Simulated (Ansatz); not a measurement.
# Energy of Ge along a strain of the cell

System: Ge (C2/c, 2 atoms in the cell).
Method: DFT PBEsol, scalar-relativistic, plane waves, PAW, no spin polarisation (Ansatz 0.2.0).

The 5 runs differ only in the geometry, by a strain of the cell at fixed fractional positions. Against run 3, the strain is εxx = −0.03 η, εxy = η and εyy = −0.03 η. The structure derives from a Materials Project entry.

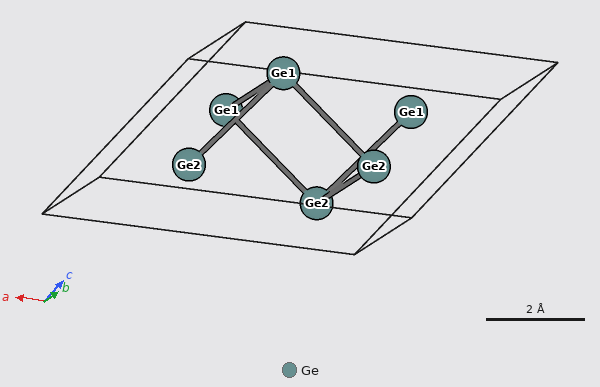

Figure 1. The structure of run 3 (ball-and-stick view of the cell 2 times as large as that of the calculation, set on its symmetry axes, seen at an oblique angle; atoms are numbered from 1 in the order of the input). An atom can appear more than once, as a periodic image.

**Input of run 3**
```yaml
crystal:
  lattice:
    - [-2.4130585312, 2.5728661875, 1.436947]
    - [2.4130585312, -2.5728661875, 1.436947]
    - [2.5787374688, 2.7288598125, -1.436947]
  atoms:
    - { symbol: Ge, position: [0.185943, 0.935943, 0.25] }
    - { symbol: Ge, position: [0.814057, 0.064057, 0.75] }
basis:
  ecutwfc: 420
kpoints:
  mp_grid: { grid: [20, 20, 20] }
hamiltonian:
  xc: pbesol
scf:
  occupations: { method: gaussian, width: 0.15 }
output:
  forces: true
  stress: true
  eigenvalues: true
```

Command:
```bash
ansatz run input.yaml --threads 1 --pin off --max-ram 2560MiB --backend cpu --events-out ev --progress --plain --runs-dir out
```

Lattice vectors (Å) and fractional positions of run 3:
```
  -2.413059    2.572866    1.436947
   2.413059   -2.572866    1.436947
   2.578737    2.728860   -1.436947
Ge  0.185943  0.935943  0.250000
Ge  0.814057  0.064057  0.750000
```

Run 2 differs from it as follows:
```diff
-    - [-2.4130585312, 2.5728661875, 1.436947]
-    - [2.4130585312, -2.5728661875, 1.436947]
-    - [2.5787374688, 2.7288598125, -1.436947]
+    - [-2.4461943188, 2.6040649125, 1.436947]
+    - [2.4461943188, -2.6040649125, 1.436947]
+    - [2.5456016812, 2.6976610875, -1.436947]
```

**Results, with one run withheld**

```csv
run,strain parameter η (%),"free energy per atom, from the lowest run given (meV)",pressure (GPa)
1,−5.6305,0.00,−2.41
2,−1.2512,?,?
3,0.0000,3.70,−2.35
4,0.6256,8.14,−2.27
5,1.2512,13.25,−2.18
```

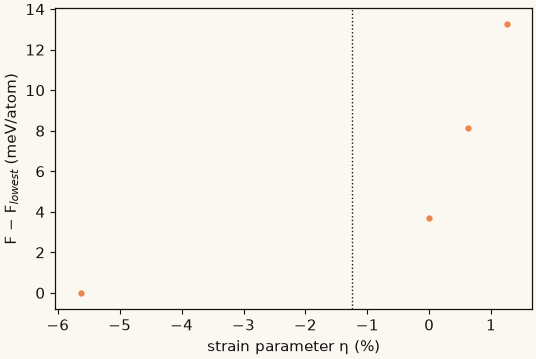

Figure 2. Free energy per atom of the runs given; the dotted line marks run 2.

Fit the runs given and predict run 2.

A quadratic polynomial in the coordinate, fitted to the 4 runs given, misses them by at most 0.04 meV per atom. With x = η + 0.9384, it reads F = −1.3563 + 4.4621 x + 1.0126 x² (meV per atom). At run 2 it gives −2.65 meV per atom, and the run itself gives −2.92. The fit has its minimum at η = −3.1417 %.

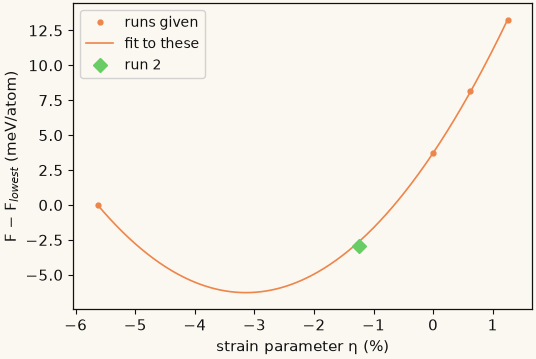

Figure 3. The fit and the withheld run.

**Output, shortened to warnings, some set-up lines, iterations and results (run 2)**
```
Basis set: ecut = 420 eV, 755 PW (Γ), exchange–correlation on 54×54×54 points (8 copies of the dense FFT grid, shifted against one another)
Symmetry: 4 space group operations
k-points: 2112 of 8000
Initial density: superposition of atomic densities (neutral atoms: chi_scale 0, normalization atom), corrected by the library's trained network
[...]
SCF iter   1: F=—  HF=-8506.635710 eV  |F-HF|=—  |Δ(HF+E_count)|=         —  Δρ=2.15e-3  dr2=1.08e-3  ethr=1.77e-3  ⟨swp⟩=5.0  Hψ=154651  notcnv=0
SCF iter   2: F=—  HF=-8506.634645 eV  |F-HF|=—  |Δ(HF+E_count)|=   1.06e-3  Δρ=1.05e-3  dr2=3.13e-4  ethr=3.87e-6  ⟨swp⟩=2.0  Hψ=83898  notcnv=0
SCF iter   3: F=—  HF=-8506.634649 eV  |F-HF|=—  |Δ(HF+E_count)|=   3.94e-6  Δρ=5.57e-4  dr2=1.06e-4  ethr=1.12e-6  ⟨swp⟩=1.0  Hψ=37735  notcnv=0
SCF iter   4: F=—  HF=-8506.634644 eV  |F-HF|=—  |Δ(HF+E_count)|=   5.71e-6  Δρ=8.16e-5  dr2=2.32e-6  ethr=3.77e-7  ⟨swp⟩=1.9  Hψ=43366  notcnv=0
SCF iter   5: F=—  HF=-8506.634643 eV  |F-HF|=—  |Δ(HF+E_count)|=   4.65e-7  Δρ=1.37e-5  dr2=4.98e-8  ethr=8.27e-9  ⟨swp⟩=3.0  Hψ=68011  notcnv=0
SCF iter   6: F=-8506.634643 eV  HF=-8506.634643 eV  |F-HF|=1.49e-10  |Δ(HF+E_count)|=   1.45e-8  Δρ=3.11e-6  dr2=2.15e-9  ethr=1.78e-10  ⟨swp⟩=3.3  Hψ=124253  notcnv=0
SCF 1 converged in 6 iterations: F = -8506.634643 eV  dr2 = 2.15e-9
SCF converged after 6 iterations
Free energy (F): -8506.634643 eV
Harris-Foulkes:  -8506.634643 eV  (|F-HF|=1.49e-10)
Internal energy: -8506.625141 eV  (E = F + TS)
E sigma→0 (E₀):  -8506.629892 eV
Entropy (-TS):   -0.009502 eV (-4.751 meV/atom)
Fermi energy:    10.651872 eV
--- Per-component energies (eV) ---
  E_band       = -235.356339
  E_kinetic    = 221.389331
  E_local      = -4330.911901  (includes V_loc(G=0)·N_el)
  E_nonlocal   = 835.650423
  E_hartree    = 1892.904657
  E_xc         = -150.087803
  E_vxc        = -129.508046  (∫ρ·V_xc dr)
  E_paw        = -3953.502213  (= ΣΔE_a)
  E_vpaw       = -617.788151  (= ΣTr[D̂ρ^β])
  E_aug_tail   = 0.000618  (compensation charges beyond the density's cutoff)
  E_ewald      = -3023.904125
  E_core_change = 1.835872  (= ΣΔE_core)
  E_smearing   = -0.009502  (= −TS)
  E_closure    = -0.000000  (closes the sum)
  Σ components = -8506.634643   (vs F -8506.634643, Δ=0.00e0)
--- Forces (eV/Å), atoms counted from 1 ---
  atom   1  Ge    -0.00000000    -0.00000000    -0.04565846
  atom   2  Ge     0.00000000     0.00000000     0.04565846
  max |Σ_I F_I| component: 6.94e-18 eV/Å
--- Stress (GPa, compression-positive) ---
       -1.896714      -1.738529       0.000000
       -1.738529      -2.946161      -0.000000
        0.000000      -0.000000      -2.544559
  P = ⅓ Tr σ = -2.4625 GPa (-24.625 kbar)
```
